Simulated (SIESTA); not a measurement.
# Nb: 7 runs along one coordinate

System: Nb (1 atom in the cell).
Method: Kohn-Sham DFT of a periodic cell, LDA, PseudoDojo 0.4 standard, converted to PSML, no spin polarisation (SIESTA 5.4.2).

The 7 runs differ only in the geometry, by an even scaling of the cell at fixed fractional positions. The structure derives from an entry of the Crystallography Open Database.

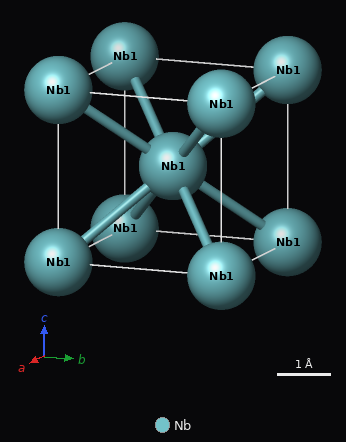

Figure 1. The structure of run 4 (ball-and-stick view of the cell 2 times as large as that of the calculation, set on its symmetry axes, seen slightly off an axis; atoms are numbered from 1 in the order of the input). An atom can appear more than once, as a periodic image.

## Input of run 4
```
SystemName                      Nb
SystemLabel                     Nb
NumberOfSpecies                 1
NumberOfAtoms                   1
%block ChemicalSpeciesLabel
  1  41 Nb
%endblock ChemicalSpeciesLabel

LatticeConstant                 1.0 Ang
%block LatticeVectors
    -1.6639500000     1.6639500000     1.6639500000
     1.6639500000    -1.6639500000     1.6639500000
     1.6639500000     1.6639500000    -1.6639500000
%endblock LatticeVectors
AtomicCoordinatesFormat         Fractional
%block AtomicCoordinatesAndAtomicSpecies
     0.0000000000     0.0000000000     0.0000000000  1  Nb
%endblock AtomicCoordinatesAndAtomicSpecies

%block kgrid.MonkhorstPack
   11   0   0  0.0
    0  11   0  0.0
    0   0  11  0.0
%endblock kgrid.MonkhorstPack
XC.Functional                   LDA
XC.Authors                      PW92
PAO.BasisSize                   DZP
PAO.EnergyShift                 0.003 Ry
Mesh.Cutoff                     800 Ry
OccupationFunction              FD
ElectronicTemperature           0.05 eV
MaxSCFIterations                120
SCF.MustConverge                false
SCF.Mixer.Method                Pulay
SCF.Mixer.Weight                0.25
SCF.Mixer.History               8
SCF.DM.Tolerance                5.0e-05
SCF.H.Tolerance                 1.0e-03 eV
WriteForces                     true
Charge.Mulliken                 end
%block PAO.Basis
  Nb 5
  n=4 0 2
    3.366 0.000
  n=5 0 2
    9.041 0.000
  n=4 1 2
    3.905 0.000
  n=5 1 1
    9.041
  n=4 2 2
    7.312 0.000
%endblock PAO.Basis
```

Command:
```bash
siesta < Nb.fdf > Nb.out 2>&1
```

Lattice vectors (Å) and fractional positions of run 4:
```
  -1.663950    1.663950    1.663950
   1.663950   -1.663950    1.663950
   1.663950    1.663950   -1.663950
Nb  0.000000  0.000000  0.000000
```

Run 6 differs from it as follows:
```diff
-    -1.6639500000     1.6639500000     1.6639500000
-     1.6639500000    -1.6639500000     1.6639500000
-     1.6639500000     1.6639500000    -1.6639500000
+    -1.6858465900     1.6858465900     1.6858465900
+     1.6858465900    -1.6858465900     1.6858465900
+     1.6858465900     1.6858465900    -1.6858465900
```

## Results, with one run withheld

```csv
run,volume per atom (Å³),"free energy per atom, from the lowest run given (meV)",pressure (GPa)
1,17.322,0.00,0.57
2,17.691,3.33,−3.35
3,18.060,15.25,−6.95
4,18.428,35.03,−10.21
5,18.797,61.95,−13.13
6,19.165,?,?
7,19.534,134.36,−18.16
```

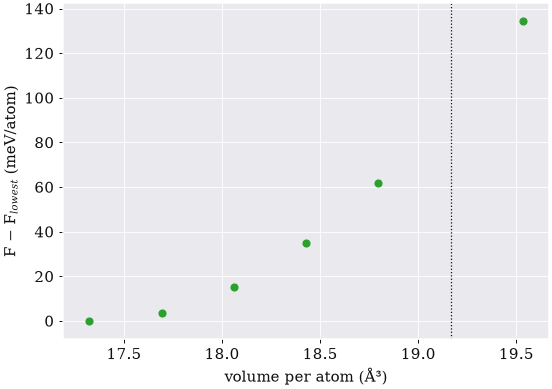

Figure 2. Free energy per atom of the runs given; the dotted line marks run 6.

Fit the runs given and predict run 6.

A cubic polynomial in V^(−2/3) (the Birch–Murnaghan form), fitted to the 6 runs given, misses them by at most 0.03 meV per atom. With x = V^(−2/3) − 0.14410 Å⁻², it reads F = 26.26 − 10618 x + 1.0749e+06 x² − 1.0442e+06 x³ (meV per atom). At run 6 it gives 95.19 meV per atom, and the run itself gives 95.29. The slope of the fit gives a pressure −dF/dV of −15.78 GPa there, and the run prints −15.78 GPa. The fit has its minimum at 17.374 Å³ per atom, where V d²F/dV² gives 193 GPa: the bulk modulus at this level, since symmetry fixes the shape and the positions.

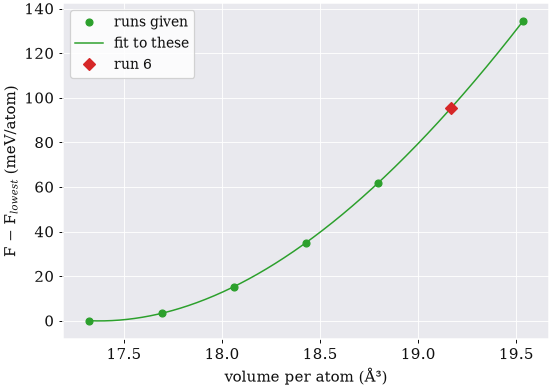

Figure 3. The fit and the withheld run.

## Some lines of the output (run 6)
```
[...]
outcell: Cell volume (Ang**3)        :     19.1652
stepf: Fermi-Dirac step function
siesta: Etot    =     -1695.496180
siesta: FreeEng =     -1695.505456
        iscf     Eharris(eV)        E_KS(eV)     FreeEng(eV)     dDmax    Ef(eV) dHmax(eV)
siesta: E_KS(eV) =            -1696.1317
siesta: E_KS - E_eggbox =     -1696.1317
siesta: Etot    =     -1696.131740
siesta: FreeEng =     -1696.146574
siesta:         Fermi =      -5.928281
siesta: Cell volume =         19.165235 Ang**3
    Orbital volume contribution        =           1.825555 eV
```

Notes: Points of doubt noted for this run: mulliken charges of long orbitals. With a small basis of atomic orbitals these values can differ much from converged plane-wave results.
